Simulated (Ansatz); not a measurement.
Run report: RuSi₄₇ (charge −1), single-point calculation (part 1 of 2)

The run: single-point calculation of RuSi₄₇ (defect cell, 48 atoms in the cell, total charge −1). Method and program: DFT, PBE, plane waves, PAW (Ansatz 0.2.0).

The structure derives from a Materials Project entry. The run did not end well.

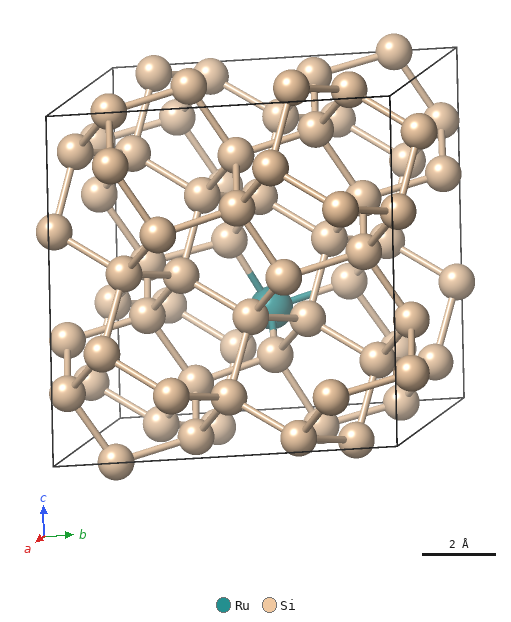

The structure as given in the input (ball-and-stick view of the cell of the calculation, seen slightly off an axis). Near neighbours in the crystal (not all of them lie inside the picture): Ru has 4 Si at 2.30 to 2.35 Å; Si has 4 Si at 2.35 to 2.39 Å; Si has 1 Ru at 2.30 to 2.35 Å and 3 Si at 2.35 to 2.39 Å.

## Input file
```yaml
crystal:
  lattice:
    - [7.7025612697, 1.0e-10, -6.3650227274]
    - [-3.8512806348, -6.6706137338, -6.3650227274]
    - [-3.8512806349, 6.6706137337, -6.3650227274]
  atoms:
    - { symbol: Ru, position: [0.1402785185, 0.4736118519, 0.3069451852], spin: 3.0 }
    - { symbol: Si, position: [0.3117095661, 0.6445348804, 0.9840645927] }
    - { symbol: Si, position: [0.9815795055, 0.3142108618, 0.6407852537] }
    - { symbol: Si, position: [0.817397926, 0.6450428994, 0.4778682137] }
    - { symbol: Si, position: [0.474118587, 0.3149128388, 0.1475441951] }
    - { symbol: Si, position: [0.64565652, 0.4794532556, 0.8119676911] }
    - { symbol: Si, position: [0.3112015471, 0.1507312593, 0.4783762328] }
    - { symbol: Si, position: [0.9808775285, 0.8074519204, 0.1482461722] }
    - { symbol: Si, position: [0.1461199222, 0.9786343578, 0.8123231867] }
    - { symbol: Si, position: [0.6453010245, 0.9789898533, 0.3127865889] }
    - { symbol: Si, position: [0.812467923, 0.1458012564, 0.9791345897] }
    - { symbol: Si, position: [0.4797648683, 0.8130982017, 0.646431535] }
    - { symbol: Si, position: [0.1437371068, 0.3111059205, 0.9771321372] }
    - { symbol: Si, position: [0.3124041911, 0.4797329595, 0.6474886942] }
    - { symbol: Si, position: [0.9777725872, 0.1437988039, 0.3104037735] }
    - { symbol: Si, position: [0.8104654705, 0.4770704402, 0.1444392538] }
    - { symbol: Si, position: [0.4786812119, 0.146438408, 0.8132973886] }
    - { symbol: Si, position: [0.6458927595, 0.3128927769, 0.4784608238] }
    - { symbol: Si, position: [0.3117941572, 0.9792260929, 0.1462261102] }
    - { symbol: Si, position: [0.9795594436, 0.6451274905, 0.8125594262] }
    - { symbol: Si, position: [0.1463996262, 0.8141553609, 0.4790708577] }
    - { symbol: Si, position: [0.6466307219, 0.8120145452, 0.9797717413] }
    - { symbol: Si, position: [0.8131050747, 0.9799640552, 0.6453478786] }
    - { symbol: Si, position: [0.4808220276, 0.6457375244, 0.3130662928] }
    - { symbol: Si, position: [0.0172137573, 0.3505470907, 0.183880424] }
    - { symbol: Si, position: [0.1883618325, 0.5213846334, 0.8564512121] }
    - { symbol: Si, position: [0.8549042932, 0.188470001, 0.5194997049] }
    - { symbol: Si, position: [0.6897845455, 0.5216951658, 0.3547179667] }
    - { symbol: Si, position: [0.3528330382, 0.1882376265, 0.0218033344] }
    - { symbol: Si, position: [0.5213256913, 0.3548052609, 0.6874823769] }
    - { symbol: Si, position: [0.1880513, 0.0231178788, 0.3550284992] }
    - { symbol: Si, position: [0.8551366677, 0.6861663716, 0.0215709599] }
    - { symbol: Si, position: [0.0214719276, 0.8541490436, 0.6879923579] }
    - { symbol: Si, position: [0.5208157102, 0.8546590246, 0.1881385943] }
    - { symbol: Si, position: [0.6877545541, 0.0210878874, 0.8544212207] }
    - { symbol: Si, position: [0.355376688, 0.6887100213, 0.5220433546] }
    - { symbol: Si, position: [0.0209002583, 0.1878265333, 0.8504502602] }
    - { symbol: Si, position: [0.1889780755, 0.3651697649, 0.512995573] }
    - { symbol: Si, position: [0.8544932, 0.0171169269, 0.1875669249] }
    - { symbol: Si, position: [0.6837835935, 0.3542335916, 0.0211598667] }
    - { symbol: Si, position: [0.3543843332, 0.0228275208, 0.6868782681] }
    - { symbol: Si, position: [0.5208858255, 0.1880642107, 0.3538715558] }
    - { symbol: Si, position: [0.1872048892, 0.8542191589, 0.021397544] }
    - { symbol: Si, position: [0.8547308774, 0.5205382225, 0.6875524922] }
    - { symbol: Si, position: [0.0318364316, 0.6796622397, 0.3556447422] }
    - { symbol: Si, position: [0.5202116014, 0.6877176665, 0.8561608542] }
    - { symbol: Si, position: [0.6894941875, 0.8535449348, 0.5210509999] }
    - { symbol: Si, position: [0.3463289063, 0.5223114088, 0.1985030982] }
  host:
    lattice:
      - [3.8512806348, 0.0, 0.0]
      - [-1.9256403174, 3.3353068669, 0.0]
      - [0.0, 0.0, 6.3650227274]
    atoms:
      - { symbol: Si, position: [0.3333333333, 0.6666666667, 0.0629309403] }
      - { symbol: Si, position: [0.6666666667, 0.3333333333, 0.5629309403] }
      - { symbol: Si, position: [0.3333333333, 0.6666666667, 0.4370690597] }
      - { symbol: Si, position: [0.6666666667, 0.3333333333, 0.9370690597] }
total_charge: -1
basis:
  ecutwfc: 420
  xc_grid: 2
kpoints:
  mp_grid: { grid: [2, 2, 2], shift: [0.5, 0.5, 0.5] }
hamiltonian:
  xc: pbe
scf:
  occupations: { method: gaussian, width: 0.02 }
  algorithm: direct_min
output:
  forces: true
  eigenvalues: true
magnetization:
  spin_polarized: true
```

Launched with:
```bash
ansatz run input.yaml --threads 4 --pin off --max-ram 6144MiB --backend cpu --events-out ev --progress --plain --runs-dir out
```

## Log
```
Engine: ansatz 0.2.0, aarch64-unknown-linux-gnu
Pseudopotentials: kind: paw
Pseudopotential: Ru, paw, valence charge 16, recommended cutoff 420 eV (normal), Ru.paw.azcp
Pseudopotential: Si, paw, valence charge 4, recommended cutoff 420 eV (normal), Si.paw.azcp
Functional definition: PBE
  parameter kappa = 0.804
  parameter beta = 0.06672455060314922
  exchange = pbe_x(kappa = kappa, mu = beta*pi^2/3)
  correlation = pbe_c(beta = beta)
Crystal: 48 atoms, lattice volume = 981.120 Å³
Basis set: ecut = 420 eV, 19113 PW (Γ), exchange–correlation on 144×144×144 points (8 copies of the dense FFT grid, shifted against one another)
Bands: 152, of which v1, the nominal top of the filled ones, is band 103 counted from 1 (102 counted from 0)
Symmetry: 3 space group operations
Space group: R3 (ITA 146), of the structure as read, at distance tolerance 9.9e-5 Å
Magnetic group: BNS 146.10 (UNI 1240), of the structure as read, at distance tolerance 9.9e-5 Å
k-points: 2 of 8 (time reversal used)
Non-local potential: Ru, projectors of the file, l = 0: 3, l = 1: 2, l = 2: 2, l = 3: 1
Non-local potential: Si, projectors of the file, l = 0: 2, l = 1: 2, l = 2: 2
PAW form: soft (Blöchl's): semilocal exchange-correlation on the pseudo side does not see the compensation charge
PAW one-centre angular grid: Ru, 590 points (default); XC on 64 Gauss nodes
PAW one-centre angular grid: Si, 110 points (default); XC on 64 Gauss nodes
Initial density: superposition of atomic densities (chi_scale 0.1, normalization cell)
Starting moments: Σ|m| = 3 μB on 1 of 48 sites
Initial wavefunctions: pseudopotential atomic-orbital guess
Functional: x = pbe(κ = 0.804, μ = 0.2195149727645171), c = pbe(β = 0.06672455060314922)
iter 1 solved again at ethr=1.02e-2 eV; its pass at ethr=1.00e-1 eV (dr2=2.08e1 eV) is discarded
SCF iter   1: F=—  HF=-35758.613769 eV  |F-HF|=—  |Δ(HF+E_count)|=         —  Δρ=3.11e-2 (↑3.11e-2 ↓2.36e-2)  dr2=2.10e1  dr2_m=1.81e0  M=0.999 μB ∫|m|=1.241 μB  β_m=0.30  ethr=1.02e-2  ⟨swp⟩=5.5  Hψ=3557  notcnv=0
Mixer restart at iter 1: flushing history
preconditioner: auto → Resta (q_TF=auto, 2.102 Å⁻¹)  ε∞=5.6  [insulator: Δε(μ)=0.088 eV  Ē_g=7.759 eV  σ=0.020 eV  W_gap=1.00  n_scr=154 (ndim 8)  ℏωp=16.6 eV  f_vac=0.000  D(μ)=0.20/eV (n_scr^D=0)  ε∞_Penn≈5.6]
spin=Collinear: Resta preconditioning applied to the charge; magnetization (m = ρ↑ − ρ↓) channel mixes plain (no charge-response kernel on spin).
SCF iter   2: F=—  HF=-35755.523884 eV  |F-HF|=—  |Δ(HF+E_count)|=    3.09e0  Δρ=2.04e-2 (↑2.04e-2 ↓1.95e-2)  dr2=1.00e1  dr2_m=1.07e0  M=0.994 μB ∫|m|=1.119 μB  β_m=0.60  ethr=1.02e-2  ⟨swp⟩=4.5  Hψ=1233  notcnv=0
SCF iter   3: F=—  HF=-35753.736623 eV  |F-HF|=—  |Δ(HF+E_count)|=    1.79e0  Δρ=8.48e-3 (↑8.48e-3 ↓5.35e-3)  dr2=2.29e0  dr2_m=5.17e-2  M=0.989 μB ∫|m|=1.067 μB  ethr=4.89e-3  ⟨swp⟩=9.8  Hψ=1281  notcnv=0
Mixer restart at iter 3: flushing history
SCF iter   4: F=—  HF=-35753.460204 eV  |F-HF|=—  |Δ(HF+E_count)|=   2.76e-1  Δρ=2.56e-3 (↑2.30e-3 ↓2.56e-3)  dr2=4.59e-1  dr2_m=1.38e-3  M=0.951 μB ∫|m|=1.003 μB  ethr=1.12e-3  ⟨swp⟩=8.8  Hψ=1733  notcnv=0  defer=2
iter 5 solved again at ethr=2.01e-5 eV; its pass at ethr=2.24e-4 eV (dr2=4.12e-2 eV) is discarded
SCF iter   5: F=—  HF=-35753.342306 eV  |F-HF|=—  |Δ(HF+E_count)|=   1.18e-1  Δρ=6.10e-4 (↑4.28e-4 ↓6.10e-4)  dr2=4.44e-2  dr2_m=1.97e-4  M=0.951 μB ∫|m|=1.005 μB  ethr=2.01e-5  ⟨swp⟩=8.5  Hψ=3029  notcnv=0  defer=7
Mixer restart at iter 5: flushing history
SCF iter   6: F=—  HF=-35753.335995 eV  |F-HF|=—  |Δ(HF+E_count)|=   6.31e-3  Δρ=2.08e-4 (↑1.45e-4 ↓2.08e-4)  dr2=4.03e-3  dr2_m=3.32e-5  M=0.972 μB ∫|m|=1.024 μB  ethr=2.01e-5  ⟨swp⟩=4.0  Hψ=1361  notcnv=0  defer=2
Mixer restart at iter 6: flushing history
SCF iter   7: F=—  HF=-35753.335511 eV  |F-HF|=—  |Δ(HF+E_count)|=   4.84e-4  Δρ=1.55e-4 (↑1.55e-4 ↓1.33e-4)  dr2=1.69e-3  dr2_m=5.06e-6  M=0.978 μB ∫|m|=1.032 μB  ethr=1.96e-6  ⟨swp⟩=4.0  Hψ=1377  notcnv=0  defer=2
SCF iter   8: F=—  HF=-35753.335032 eV  |F-HF|=—  |Δ(HF+E_count)|=   4.79e-4  Δρ=4.06e-5 (↑4.06e-5 ↓3.33e-5)  dr2=2.01e-4  dr2_m=9.02e-7  M=0.981 μB ∫|m|=1.035 μB  ethr=8.24e-7  ⟨swp⟩=3.2  Hψ=1033  notcnv=0
SCF iter   9: F=—  HF=-35753.335006 eV  |F-HF|=—  |Δ(HF+E_count)|=   2.56e-5  Δρ=8.80e-6 (↑8.80e-6 ↓6.84e-6)  dr2=8.96e-6  dr2_m=2.23e-7  M=0.982 μB ∫|m|=1.036 μB  ethr=9.80e-8  ⟨swp⟩=3.0  Hψ=1036  notcnv=0
Mixer restart at iter 9: flushing history
SCF iter  10: F=—  HF=-35753.335007 eV  |F-HF|=—  |Δ(HF+E_count)|=   8.97e-7  Δρ=3.22e-6 (↑1.70e-6 ↓3.22e-6)  dr2=2.30e-7  dr2_m=3.01e-8  M=0.983 μB ∫|m|=1.038 μB  ethr=4.37e-9  ⟨swp⟩=4.2  Hψ=1216  notcnv=0
Mixer restart at iter 10: flushing history
SCF iter  11: F=—  HF=-35753.335007 eV  |F-HF|=—  |Δ(HF+E_count)|=   9.42e-8  Δρ=1.54e-6 (↑1.54e-6 ↓7.73e-7)  dr2=5.04e-8  dr2_m=6.28e-9  M=0.983 μB ∫|m|=1.038 μB  ethr=1.12e-10  ⟨swp⟩=5.0  Hψ=1584  notcnv=0
SCF iter  12: F=—  HF=-35753.335007 eV  |F-HF|=—  |Δ(HF+E_count)|=   5.69e-9  Δρ=6.47e-7 (↑3.30e-7 ↓6.47e-7)  dr2=9.99e-9  dr2_m=8.46e-10  M=0.983 μB ∫|m|=1.038 μB  ethr=2.46e-11  ⟨swp⟩=3.5  Hψ=1147  notcnv=0
SCF iter  13: F=-35753.335007 eV  HF=-35753.335007 eV  |F-HF|=2.62e-10  |Δ(HF+E_count)|=  2.91e-11  Δρ=5.93e-8 (↑4.66e-8 ↓5.93e-8)  dr2=3.05e-10  dr2_m=1.12e-11  M=0.983 μB ∫|m|=1.038 μB  ethr=4.87e-12  ⟨swp⟩=3.0  Hψ=1037  notcnv=0
SCF iter  14: F=-35753.335007 eV  HF=-35753.335007 eV  |F-HF|=2.91e-10  |Δ(HF+E_count)|=  2.91e-11  Δρ=6.31e-8 (↑4.90e-8 ↓6.31e-8)  dr2=3.41e-10  dr2_m=1.25e-11  M=0.983 μB ∫|m|=1.038 μB  ethr=3.93e-12 (applied; sched 1.00e-12)  ⟨swp⟩=3.0  Hψ=1071  notcnv=0
SCF 1 converged in 14 iterations: F = -35753.335007 eV  dr2 = 3.41e-10
  Residual-converged pass: ⟨swp⟩=1.2  Hψ=619  notcnv=0  max |occ|·‖R‖ = 6.5e-6 eV (tolerance 6.7e-6 eV)  dr2=3.49e-10  dr2_m=1.28e-11  dr2_onsite=3.71e-12  max |Δocc| = 4.1e-13
  greatest PAW one-centre occupation: 0.999 electrons in one spin orbital (limit 2), on the Ru atom at site 0 (counted from 0), in its partial waves of l = 0
```

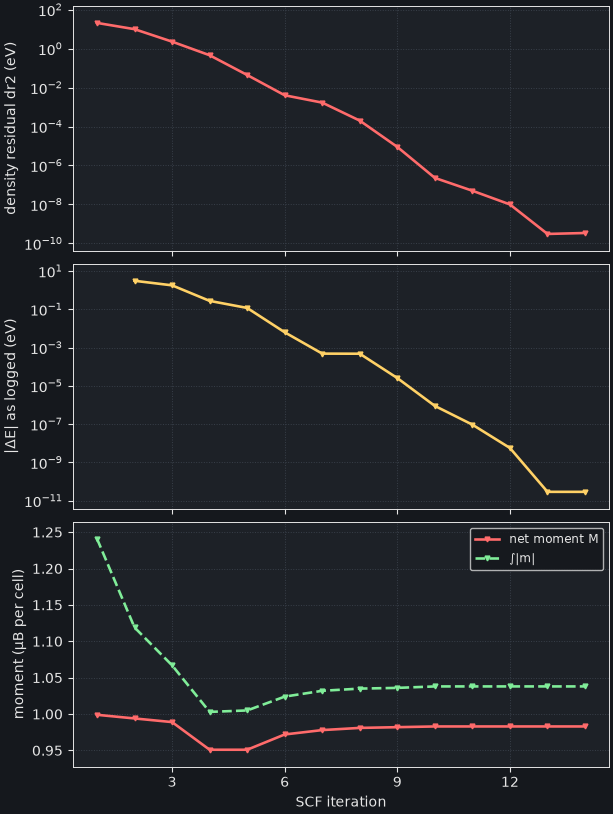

Convergence of the self-consistent field: density residual dr2, size of the energy change and magnetic moment against the SCF iteration. The residual falls almost steadily, with no more than small rises. The field converged; the run failed or was cut off later. The net moment stays at 1.0 μB per cell.

```
SCF converged after 14 iterations
Magnetization: 0.9829 μB (102.9914 up, 102.0086 down)
Absolute magnetization: 1.0391 μB (∫|ρ↑−ρ↓|, with the PAW one-centre terms)
Spin contamination: 0.0023 ħ² per cell (⟨S²⟩ above its minimum at these occupations)
Per-site moments (μB) at R_I (Å): [(0.14480458045908992, 0.9467966794707591), (0.004557981290555813, 0.9743434486334961), (0.002934572726745251, 0.9751146582041437), (0.004557981290555713, 0.9743434486334955), (0.002934572726745175, 0.9751146582041431), (0.0042508266616534994, 0.974499081229522), (0.004557981290555739, 0.9743434486334951), (0.0029345727267453387, 0.9751146582041441), (0.004250826661653444, 0.9744990812295223), (0.004250826661653439, 0.9744990812295223), (-0.00013462628542201553, 0.98119763875287), (-2.3609214025196526e-5, 0.9785985587218068), (0.0021466934594100502, 0.9693723781986865), (0.016786405870305325, 0.9746253195113171), (0.00214669345941015, 0.9693723781986873), (0.002146693459410012, 0.9693723781986876), (6.260087534160035e-5, 0.9763272417962304), (0.0026208693582710184, 0.9749851633547645), (0.002620869358271026, 0.9749851633547643), (0.002620869358270989, 0.974985163354764), (0.016786405870305453, 0.9746253195113174), (6.260087534160073e-5, 0.9763272417962306), (6.260087534157161e-5, 0.9763272417962312), (0.01678640587030528, 0.9746253195113171), (0.044582096796862335, 0.9693461274503165), (0.004555225960291094, 0.9747109404081505), (0.0028888929964287196, 0.9749851633547645), (0.004555225960291044, 0.9747109404081497), (0.0028888929964285947, 0.9749851633547643), (0.004775497298083255, 0.9746253195113171), (0.004555225960291098, 0.9747109404081505), (0.0028888929964286745, 0.974985163354764), (0.00477549729808317, 0.9746253195113174), (0.004775497298083162, 0.9746253195113171), (2.6957054905891282e-5, 0.9768525852249449), (0.000777300835501558, 0.9783224798672013), (0.008884729939170223, 0.9744990812295223), (0.007991910204648605, 0.9467966794707591), (0.008884729939170293, 0.9744990812295223), (0.008884729939170286, 0.974499081229522), (0.0009533980484492271, 0.9769645433084982), (0.002409755160786054, 0.9743434486334951), (0.0024097551607861387, 0.9743434486334961), (0.0024097551607860377, 0.9743434486334955), (0.00799191020464872, 0.9467966794707593), (0.0009533980484493297, 0.9769645433084986), (0.0009533980484492194, 0.9769645433084989), (0.007991910204648652, 0.9467966794707596)]
Free energy (F): -35753.335007 eV
Harris-Foulkes:  -35753.335007 eV  (|F-HF|=2.91e-10)
Internal energy: -35753.334421 eV  (E = F + TS)
E sigma→0 (E₀):  -35753.334714 eV
Entropy (-TS):   -0.000586 eV (-0.012 meV/atom)
Fermi energy:    6.783377 eV
--- Per-component energies (eV) ---
  E_band       = -84.633498
  E_kinetic    = 2412.622399
  E_local      = -4724.300803  (includes V_loc(G=0)·N_el)
  E_nonlocal   = 1564.751394
  E_hartree    = 1720.757765
  E_xc         = -2787.302967
  E_vxc        = -2439.642952  (∫ρ·V_xc dr)
  E_paw        = -27561.959600  (= ΣΔE_a)
  E_vpaw       = -339.579098  (= ΣTr[D̂ρ^β])
  E_aug_tail   = 0.000112  (compensation charges beyond the density's cutoff)
  E_ewald      = -6377.902721
  E_smearing   = -0.000586  (= −TS)
  E_closure    = -0.000000  (closes the sum)
  E_deformation_potential = -12.483176  (in the stress; not in F)
  Σ components = -35753.335007   (vs F -35753.335007, Δ=0.00e0)
```
